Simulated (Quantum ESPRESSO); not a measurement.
# A series of single points on SiC

System: SiC (P6₃mc, 4 atoms in the cell).
Method: Kohn-Sham DFT of a periodic cell, PBEsol, PseudoDojo 0.4.1 SR PBEsol standard, no spin polarisation (Quantum ESPRESSO 7.5).

The 7 runs differ only in the geometry, by an even scaling of the cell at fixed fractional positions. The structure derives from an entry of the Crystallography Open Database.

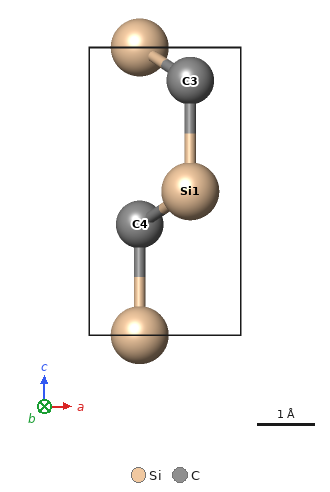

Figure 1. The structure of run 4 (ball-and-stick view of the cell of the calculation, along the b axis; atoms are numbered from 1 in the order of the input).

**Input of run 4**
```
&CONTROL
  calculation = 'scf'
  prefix = 'pwscf'
  outdir = './tmp'
  pseudo_dir = './pseudo'
  tprnfor = .true.
  tstress = .true.
  disk_io = 'nowf'
/
&SYSTEM
  ibrav = 0
  nat = 4
  ntyp = 2
  ecutwfc = 82
  nbnd = 14
  occupations = 'smearing'
  smearing = 'fd'
  degauss = 0.00367493
/
&ELECTRONS
  conv_thr = 8d-10
  electron_maxstep = 120
  mixing_beta = 0.5
/
ATOMIC_SPECIES
Si    28.0850 Si.upf
C     12.0110 C.upf
CELL_PARAMETERS angstrom
   3.0760000000    0.0000000000    0.0000000000
  -1.5380000000    2.6638941420    0.0000000000
   0.0000000000    0.0000000000    5.0480000000
ATOMIC_POSITIONS crystal
Si     0.6666666667    0.3333333333    0.5000000000
Si     0.3333333333    0.6666666667    0.0000000000
C      0.6666666667    0.3333333333    0.8850000000
C      0.3333333333    0.6666666667    0.3850000000
K_POINTS automatic
10 10 5 0 0 0
```

Command:
```bash
OMP_NUM_THREADS=1 pw.x -in pw.in > pw.out
```

Run 6 differs from it as follows:
```diff
-   3.0760000000    0.0000000000    0.0000000000
-  -1.5380000000    2.6638941420    0.0000000000
-   0.0000000000    0.0000000000    5.0480000000
+   3.1164783262    0.0000000000    0.0000000000
+  -1.5582391631    2.6989494007    0.0000000000
+   0.0000000000    0.0000000000    5.1144286705
```

**Results, with one run withheld**

```csv
run,volume per atom (Å³),"free energy per atom, from the lowest run given (meV)",pressure (GPa),gap on the mesh (eV)
1,9.721,30.00,15.80,2.23
2,9.927,13.23,10.12,2.26
3,10.134,3.45,4.97,2.30
4,10.341,0.00,0.30,2.33
5,10.548,2.30,−3.94,2.36
6,10.755,?,?,?
7,10.961,22.06,−11.27,2.37
```

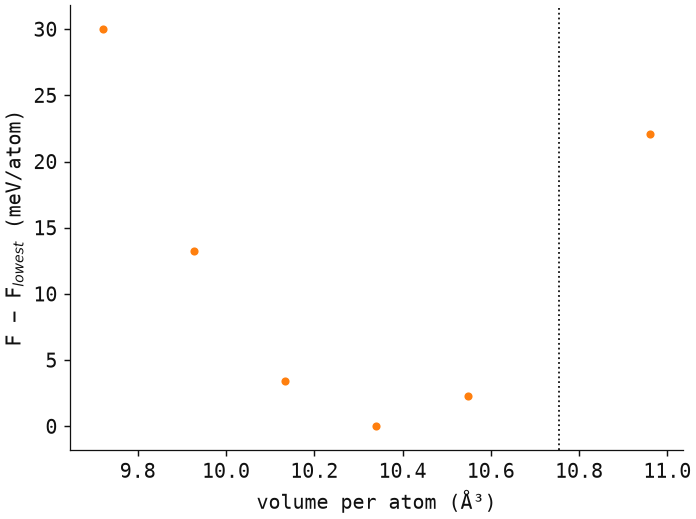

Figure 2. Free energy per atom of the runs given; the dotted line marks run 6.

What should run 6 give?

A cubic polynomial in V^(−2/3) (the Birch–Murnaghan form), fitted to the 6 runs given, misses them by at most 0.02 meV per atom. With x = V^(−2/3) − 0.21181 Å⁻², it reads F = 0.64276 + 986.71 x + 3.632e+05 x² − 41525 x³ (meV per atom). At run 6 it gives 9.85 meV per atom, and the run itself gives 9.82. The slope of the fit gives a pressure −dF/dV of −7.73 GPa there, and the run prints −7.78 GPa. The two needn't agree exactly: the fit is approximate, and the printed stress is taken on a finite basis. The fit has its minimum at 10.358 Å³ per atom, where V d²F/dV² gives 221 GPa. Cell shape and fractional positions are held, so this is the stiffness under even scaling; the relaxed bulk modulus wasn't computed. The gap on the mesh lies between 2.23 eV (run 1) and 2.39 eV (run 6); run 6 has 2.39 eV. These are gaps of this functional on this mesh, which can miss the band edges; they aren't the measured gap.

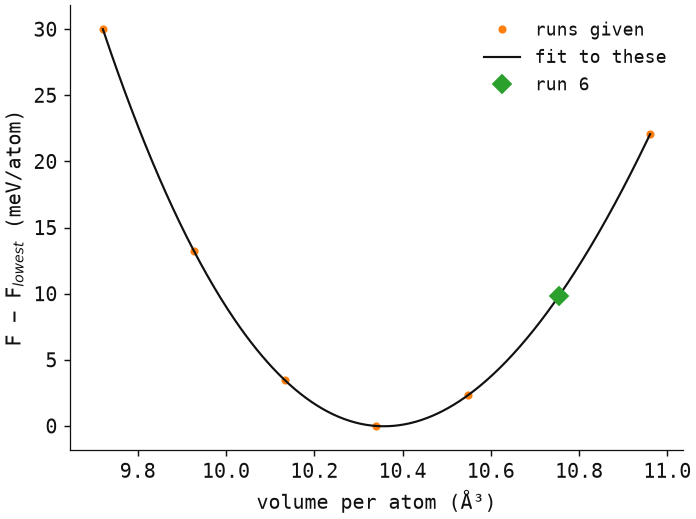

Figure 3. The fit and the withheld run.

**Some lines of the output (run 6)**
```
[...]
     number of k points=    42  Fermi-Dirac smearing, width (Ry)=  0.0037
     total energy              =     -40.81084617 Ry
     total energy              =     -41.01409980 Ry
     total energy              =     -41.01746655 Ry
     total energy              =     -41.01804526 Ry
     total energy              =     -41.01850246 Ry
     total energy              =     -41.01851836 Ry
     total energy              =     -41.01851866 Ry
     total energy              =     -41.01851867 Ry
     the Fermi energy is    10.5083 ev
!    total energy              =     -41.01851868 Ry
     The total energy is F=E-TS. E is the sum of the following terms:
     Computing stress (Cartesian axis) and pressure
          total   stress  (Ry/bohr**3)                   (kbar)     P=      -77.80
```
